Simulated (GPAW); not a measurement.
# SiC (Moissanite): optical spectrum from first principles

Aim: the dielectric function of SiC (Moissanite), and the optical constants that follow from it.

Program: GPAW 26.7.0. Level of theory: DFT, PBE, plane-wave PAW (GPAW data sets), scalar-relativistic, RPA, optical limit. Results are calculated unless marked as measured.

## 1. Starting point

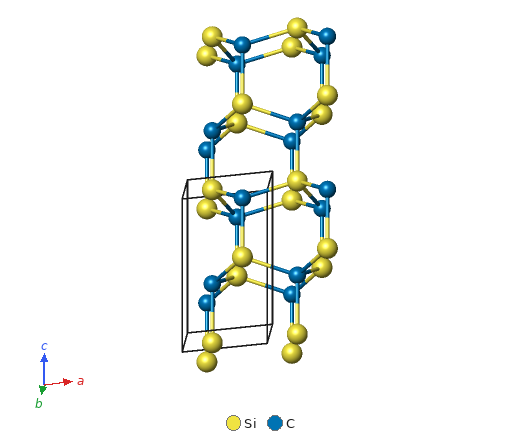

The cell as given, from a free direction (silicon yellow, carbon blue). 2×2×2 cells are drawn. Some periodic images of atoms are drawn too.

## 2. Ground state

The self-consistent density comes first; it also tells whether there is a gap, which decides the occupations and the need for a Drude term.

This step: DFT, PBE, plane-wave PAW (GPAW data sets), scalar-relativistic, ground state (GPAW 26.7.0).

Input file gs.py:

```python
from ase import Atoms
from ase.dft.bandgap import bandgap
from gpaw import GPAW, PW, FermiDirac

atoms = Atoms(['Si', 'Si', 'C', 'C'],
              cell=[[3.076000000000, 0.000000000000, 0.000000000000],
                    [-1.538000000000, 2.663894142000, 0.000000000000],
                    [0.000000000000, 0.000000000000, 5.048000000000]],
              scaled_positions=[[0.666666666700, 0.333333333300, 0.500000000000],
                                [0.333333333300, 0.666666666700, 0.000000000000],
                                [0.666666666700, 0.333333333300, 0.885000000000],
                                [0.333333333300, 0.666666666700, 0.385000000000]],
              pbc=[True, True, True])
atoms.calc = GPAW(mode=PW(550), xc='PBE', kpts={'size': (9, 9, 5), 'gamma': True},
                  occupations=FermiDirac(0.05), maxiter=150, txt='gs.txt')
print('energy (eV)', atoms.get_potential_energy())
print('Fermi level (eV)', atoms.calc.get_fermi_level())
print('valence electrons', atoms.calc.get_number_of_electrons())
print('gap (eV)', bandgap(atoms.calc, output=None)[0])
print('direct gap (eV)', bandgap(atoms.calc, direct=True, output=None)[0])
atoms.calc.write('gs.gpw')
```

The run is started by

```
$ OMP_NUM_THREADS=1 python gs.py
```

Numbers of over 12 decimals in the logs are rounded to 6 here.

Output:

```text
__  _  _
 | _ |_)|_||  |
 |__||  | ||/\| - 26.7.0

Versions:
  Python: 3.12.14
  ASE:    3.29.0
  Numpy:  2.5.5
  Scipy:  1.18.1
  Libxc:  7.0.0

Input parameters:
  mode=PW(ecut=550.0),
  kpts=MonkhorstPack(size=(9, 9, 5), gamma=True),
  maxiter=150,
  occupations=Occupations(name='fermi-dirac', width=0.05, fixmagmom=False),
  xc=XC(name='PBE')

Diagonalizing LCAO Hamiltonian
Converting LCAO to pw mode

           C

           Si
        C

        Si

Atoms  # Å, Bohr magnetons
|   | symbol |         x |        y |        z |    initial magnetic moments |
| 0 |     Si |  1.538000 | 0.887965 | 2.524000 | ( 0.0000,  0.0000,  0.0000) |
| 1 |     Si | -0.000000 | 1.775929 | 0.000000 | ( 0.0000,  0.0000,  0.0000) |
| 2 |      C |  1.538000 | 0.887965 | 4.467480 | ( 0.0000,  0.0000,  0.0000) |
| 3 |      C | -0.000000 | 1.775929 | 1.943480 | ( 0.0000,  0.0000,  0.0000) |

Unit cell  # Å
| periodic |         x |        y |        z |  lengths |     angles |
|      yes |  3.076000 | 0.000000 | 0.000000 | 3.076000 |  90.000000 |
|      yes | -1.538000 | 2.663894 | 0.000000 | 3.076000 |  90.000000 |
|      yes |  0.000000 | 0.000000 | 5.048000 | 5.048000 | 120.000000 |

Number of symmetries: 6
Symmetry operations  # r_c * U_cc + t_c -> r_c
|   | kind |            matrix            |
| 0 |  σ   |  1, 1, 0,  0,-1, 0,  0, 0, 1 |
| 1 |  E   |  1, 0, 0,  0, 1, 0,  0, 0, 1 |
| 2 |  C3  |  0, 1, 0, -1,-1, 0,  0, 0, 1 |
| 3 |  σ   |  0,-1, 0, -1, 0, 0,  0, 0, 1 |
| 4 |  σ   | -1, 0, 0,  1, 1, 0,  0, 0, 1 |
| 5 |  C3  | -1,-1, 0,  1, 0, 0,  0, 0, 1 |

BZ-sampling:
  Number of BZ points: 405
  Number of IBZ points: 50

  Monkhorst-Pack size: [9, 9, 5]
  Monkhorst-Pack shift: [0, 0, 0]

K-points  # in reciprocal-cell coordinates
|     |                                coordinates |     weight |
|   0 | (  0.00000000,   0.00000000,   0.00000000) | 0.00246914 |
|   1 | (  0.00000000,   0.00000000,   0.20000000) | 0.00493827 |
|   2 | (  0.00000000,   0.00000000,   0.40000000) | 0.00493827 |
|   3 | (  0.11111111,   0.00000000,  -0.40000000) | 0.01481481 |
|   4 | (  0.11111111,   0.00000000,  -0.20000000) | 0.01481481 |
|   5 | (  0.11111111,   0.00000000,   0.00000000) | 0.01481481 |
|   6 | (  0.11111111,   0.00000000,   0.20000000) | 0.01481481 |
|   7 | (  0.11111111,   0.00000000,   0.40000000) | 0.01481481 |
|   8 | (  0.22222222,  -0.11111111,   0.00000000) | 0.01481481 |
|   9 | (  0.22222222,  -0.11111111,   0.20000000) | 0.02962963 |
| ... |                                            |            |
|  49 | (  0.44444444,   0.44444444,   0.40000000) | 0.02962963 |

Plane wave coefficients: 1225
Cutoff: 550.0 eV

Spin-components: 1 (collinear spins)
Bands:           14
Projectors:      20
Spin-degeneracy: 2
Datatype:        complex128

Parallelization:
  kpt:    1
  domain: 1
  band:   1

Density:
  Valence electrons: 16.0
  Components: 1
  Grid points: [18 18 28]
  Charge: 0.0  # |e|

Potential:
  Grid points: [18 18 28]

species:
  Si:
    name:    Silicon
    id:
    Z:       14.0
    valence: 4
    core:    10
    charge:  0.0  # [|e|]
    compensation charges:
      type: gauss
      rc: 0.33  # [Å]
      lmax: 2
    cutoffs:
      filter: 1.86  # [Å]
      core: 2.06  # [Å]
    projectors
    | kind |    occ | energy [eV] | rcut [Å] |
    |   3s |  2.000 |     -10.812 |    1.058 |
    |   3p |  2.000 |      -4.081 |    1.058 |
    |    s |        |      16.399 |    1.058 |
    |    p |        |      23.130 |    1.058 |
    |    d |        |       0.000 |    1.058 |

    Using partial waves for Si as LCAO basis

  C:
    name:    Carbon
    id:
    Z:       6.0
    valence: 4
    core:    2
    charge:  0.0  # [|e|]
    compensation charges:
      type: gauss
      rc: 0.20  # [Å]
      lmax: 2
    cutoffs:
      filter: 1.14  # [Å]
      core: 1.14  # [Å]
    projectors
    | kind |    occ | energy [eV] | rcut [Å] |
    |   2s |  2.000 |     -13.751 |    0.635 |
    |   2p |  2.000 |      -5.284 |    0.635 |
    |    s |        |      13.461 |    0.635 |
    |    p |        |      21.927 |    0.635 |
    |    d |        |       0.000 |    0.635 |

    Using partial waves for C as LCAO basis

Reference energy: -17827.944731  # eV

eigensolver:
  PPCG
  Converge bands: occupied
  niter=2

density mixing:
  MSR1-Mixer
  Pratt-step length: 0.05
  Maximum mixing coefficient: 0.75
  Old densities: 10
  SVD Regularization: 0.005
  Good broyden scale: 1.0
  Trust region scale: 1.0
  Backstep threshold: 4.0
  History deletion threshold: 6.0
  Fourier metric: weight=20.0, sigma=0.015

occupation numbers:
  Fermi-Dirac:
    width: 0.0500  # eV

poisson solver:
  ecut: 4400.0  # eV

xc functional:
  name: PBE with 2 nearest neighbor stencil

convergence criteria:
- Maximum [total energy] change in last 3 cyles: 0.0005 eV / valence electron
- Maximum integral of absolute [dens]ity change: 0.0001 electrons / valence electron
- Maximum integral of absolute [eigenst]ate change: 4e-08 eV^2 / valence electron
maximum number of iterations: 150

SCF iterations
|iter     |      energy | eigst |  dens |
|iter:   1||  -33.150215 | -0.13 |       |
|iter:   2||  -32.399391 | -2.06 | -0.56 |
|iter:   3||  -29.871331 | -0.64 | -0.61 |
|iter:   4||  -29.883630 | -2.71 | -1.32 |
|iter:   5||  -29.890147 | -3.36 | -1.68 |
|iter:   6||  -29.890283c| -5.16 | -2.67 |
|iter:   7||  -29.890291c| -6.51 | -3.28 |
|iter:   8||  -29.890291c| -8.05c| -4.13c|

Converged in 8 steps
SCF loop duration: 13.771 s (1.721 s/step)
Energy contributions relative to reference atoms: (reference = -17827.944731)

Energy contributions:
  Kinetic:          32.702361
  Coulomb:         -27.388612
  Zero:             -0.043096
  External:          0.000000
  Xc:              -35.160945
  Entropy:          -0.000000
  Spinorbit:         0.000000
  ----------------------------
  Free energy:     -29.890291
  Extrapolated:    -29.890291

dipole moment: (-0.000001, -0.000002, -8.915367)  # |e|*Ang

Fermi level: 9.895
Eigenvalues  # (at kpt = [0.000, 0.000, 0.000])
| band index |      eig [eV] | occ [0-2] |
|          0 |        -7.183 |     2.000 |
|          1 |        -3.678 |     2.000 |
|          2 |        -0.152 |     2.000 |
|          3 |         6.992 |     2.000 |
|          4 |         6.992 |     2.000 |
|          5 |         8.277 |     2.000 |
|          6 |         8.277 |     2.000 |
|          7 |         8.553 |     2.000 |
|          8 |        13.177 |     0.000 |
|          9 |        14.599 |     0.000 |
|         10 |        15.046 |     0.000 |
|         11 |        15.046 |     0.000 |
|         12 |        16.104 |     0.000 |
|         13 |        17.246 |     0.000 |

Gap: 2.314 eV
Transition (v -> c):
  (s=0, k=0, n=7, [0.00, 0.00, 0.00]) -> (s=0, k=26, n=8, [0.33, 0.33, 0.00])
Direct/indirect transitions are different
Direct gap: 4.107 eV
Transition at: (s=0, k=39, n=7, [0.44, 0.00, 0.00])

--- standard output ---
energy (eV) -29.890291
Fermi level (eV) 9.895162
valence electrons 16.0
gap (eV) 2.314489
direct gap (eV) 4.106552
```

Run time: 16 s. Hardware: 1 thread of Arm Neoverse V1, shared host; peak memory 0.15 GiB.

Read-outs, printed or worked out from the files:

```
energy                 : -29.89 eV
Fermi energy           : 9.895 eV
gap on the k-mesh      : 2.314 eV
direct gap on the mesh : 4.107 eV
electrons              : 16
```

There is a gap, 2.31 eV on this mesh (points off the mesh can give less), so no carriers' term is needed.

## 3. Bands for the response

The response needs many more empty bands than the density does.

This step: DFT, PBE, plane-wave PAW (GPAW data sets), scalar-relativistic, bands at fixed density (GPAW 26.7.0).

Input file nscf.py:

```python
from ase.dft.bandgap import bandgap
from gpaw import GPAW, FermiDirac

calc = GPAW('gs.gpw').fixed_density(kpts={'size': (12, 12, 6), 'gamma': True}, nbands=39, convergence={'bands': 33},
                                    occupations=FermiDirac(0.001), txt='nscf.txt')
print('gap (eV)', bandgap(calc, output=None)[0])
print('direct gap (eV)', bandgap(calc, direct=True, output=None)[0])
print('top band over the Fermi level (eV)', min(calc.get_eigenvalues(kpt=k)[32] for k in range(len(calc.get_ibz_k_points()))) - calc.get_fermi_level())
calc.write('full.gpw', mode='all')
```

The run is started by

```
$ OMP_NUM_THREADS=1 python nscf.py
```

Output:

```text
Diagonalizing LCAO Hamiltonian
Converting LCAO to pw mode
convergence criteria:
- Maximum integral of absolute [eigenst]ate change: 4e-08 eV^2 / valence electron
maximum number of iterations: 150

SCF iterations
|iter     |      energy | eigst |  dens |
|iter:   1||             | +3.34 |       |
|iter:   2||             | +1.84 |       |
|iter:   3||             | +0.75 |       |
|iter:   4||             | -0.21 |       |
|iter:   5||             | -1.01 |       |
|iter:   6||             | -1.80 |       |
|iter:   7||             | -2.65 |       |
|iter:   8||             | -3.45 |       |
|iter:   9||             | -4.29 |       |
|iter:  10||             | -5.05 |       |
|iter:  11||             | -5.92 |       |
|iter:  12||             | -6.73 |       |
|iter:  13||             | -7.37 |       |
|iter:  14||             | -7.75c|       |
SCF steps: 14
  __  _  _
 | _ |_)|_||  |
 |__||  | ||/\| - 26.7.0

Versions:
  Python: 3.12.14
  ASE:    3.29.0
  Numpy:  2.5.5
  Scipy:  1.18.1
  Libxc:  7.0.0

Input parameters:
  mode=PW(ecut=550.0),
  convergence={'bands': 33},
  gpts=array([18, 18, 28]),
  kpts=MonkhorstPack(size=(12, 12, 6), gamma=True),
  maxiter=150,
  nbands=39,
  occupations=Occupations(name='fermi-dirac', width=0.001, fixmagmom=False),
  parallel={},
  xc=XC(name='PBE')

--- standard output ---
gap (eV) 2.314489
direct gap (eV) 4.070247
top band over the Fermi level (eV) 28.096071
```

Elapsed: 2 min, on 1 thread; peak memory 0.24 GiB.

Read-outs, printed or worked out from the files:

| Quantity | Value |
| --- | --- |
| direct gap on the mesh | 4.070 eV |

(Continued in part 2 of 2.)

[Machine, clock and banner lines and Python warnings are left out of the logs.]

[Logs are printed without paths, hosts, clocks, repeated set-up lines and the standing remarks that a program may print on its own settings, such as how far it seeks lower states.]

[Hosts, paths, dates, database ids (printed as entryN), source tags and the programs' standing remarks are cut or masked in the printed files.]
